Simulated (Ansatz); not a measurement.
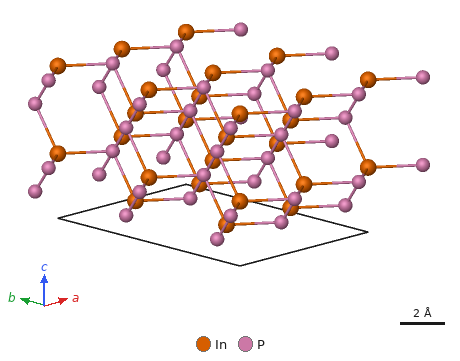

This is the input geometry for a constrained relaxation of a slab of composition InP (cut from the F-43m phase). The picture is a ball-and-stick view of the cell of the calculation, outlined in the plane, without the vacuum (origin shifted), seen from a free direction.

Case: clean slab, lower planes held. The slab is the (1 1 0) face of InP. 16 atoms are held fixed.

Computed with DFT PBE, scalar-relativistic, plane waves, PAW in Ansatz.

The input:
```yaml
crystal:
  lattice:
    - [8.4288095775, 0.0, 0.0]
    - [0.0, 11.9201368192, 0.0]
    - [0.0, 0.0, 22.3216071831]
  atoms:
    - { symbol: In, position: [0.25, 0.75, 0.3583971322] }
    - { symbol: In, position: [0.25, 0.25, 0.3583971322] }
    - { symbol: In, position: [0.75, 0.75, 0.3583971322] }
    - { symbol: In, position: [0.75, 0.25, 0.3583971322] }
    - { symbol: P, position: [0.5, 0.125, 0.3583971322] }
    - { symbol: P, position: [0.5, 0.625, 0.3583971322] }
    - { symbol: P, position: [0.0, 0.125, 0.3583971322] }
    - { symbol: P, position: [0.0, 0.625, 0.3583971322] }
    - { symbol: In, position: [0.5, 0.5, 0.4527990441] }
    - { symbol: In, position: [0.5, 0.0, 0.4527990441] }
    - { symbol: In, position: [0.0, 0.5, 0.4527990441] }
    - { symbol: In, position: [0.0, 0.0, 0.4527990441] }
    - { symbol: P, position: [0.75, 0.875, 0.4527990441] }
    - { symbol: P, position: [0.75, 0.375, 0.4527990441] }
    - { symbol: P, position: [0.25, 0.875, 0.4527990441] }
    - { symbol: P, position: [0.25, 0.375, 0.4527990441] }
    - { symbol: In, position: [0.75, 0.25, 0.5472009559] }
    - { symbol: In, position: [0.75, 0.75, 0.5472009559] }
    - { symbol: In, position: [0.25, 0.25, 0.5472009559] }
    - { symbol: In, position: [0.25, 0.75, 0.5472009559] }
    - { symbol: P, position: [0.0, 0.625, 0.5472009559] }
    - { symbol: P, position: [0.0, 0.125, 0.5472009559] }
    - { symbol: P, position: [0.5, 0.625, 0.5472009559] }
    - { symbol: P, position: [0.5, 0.125, 0.5472009559] }
    - { symbol: In, position: [0.0, 0.0, 0.6416028678] }
    - { symbol: In, position: [0.0, 0.5, 0.6416028678] }
    - { symbol: In, position: [0.5, 0.0, 0.6416028678] }
    - { symbol: In, position: [0.5, 0.5, 0.6416028678] }
    - { symbol: P, position: [0.25, 0.375, 0.6416028678] }
    - { symbol: P, position: [0.25, 0.875, 0.6416028678] }
    - { symbol: P, position: [0.75, 0.375, 0.6416028678] }
    - { symbol: P, position: [0.75, 0.875, 0.6416028678] }
basis:
  ecutwfc: 420
kpoints:
  mp_grid: { grid: [2, 2, 1] }
hamiltonian:
  xc: pbe
scf:
  occupations: { method: gaussian, width: 0.05 }
output:
  forces: true
  eigenvalues: true
relax:
  adjacent_minimum: "off"
  f_tol: 0.03
  max_steps: 70
  constraints: [{ sites: [0, 1, 2, 3, 4, 5, 6, 7, 8, 9, 10, 11, 12, 13, 14, 15] }]
efield:
  axis: 3
  dipole_correction: true
  ramp_width: 0.04
```

Launched with:
```bash
ansatz run input.yaml --threads 4 --pin off --max-ram 10240MiB --backend cpu --events-out ev --progress --plain --runs-dir out
```

Question: What does the optimiser find from here?

Answer: The largest moves, 0.55 Å, are those of In25, In26, In27 and In28. In25 goes at 43° to the normal (−c side). Largest moves by element: In 0.55 Å, P 0.26 Å. The cell stays as it was. Some distances before and after: P13–In18 2.581 → 2.655 Å, P21–In26 2.581 → 2.533 Å, In25–P30 2.581 → 2.537 Å, In10–P24 2.581 → 2.609 Å. Among the angles between lasting bonds that change: In19–P29–In26 109.5° → 92.7°, In10–P24–In27 109.5° → 96.2°, P24–In27–P30 109.5° → 122.4°. The energy falls by 1.965 eV per cell of the calculation in 4 geometry steps. The largest force component goes from 1 to 0.0083 eV/Å. The run took 3.1 min on 4 threads of Arm Neoverse V1 (shared host), peak memory 7.2 GiB.

The end point in the same view:

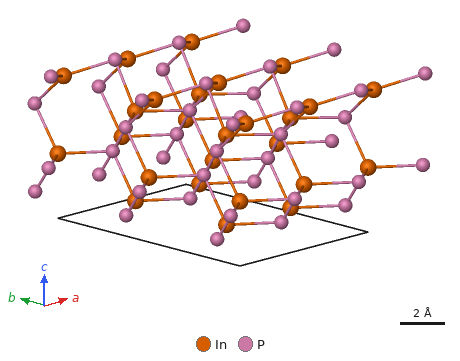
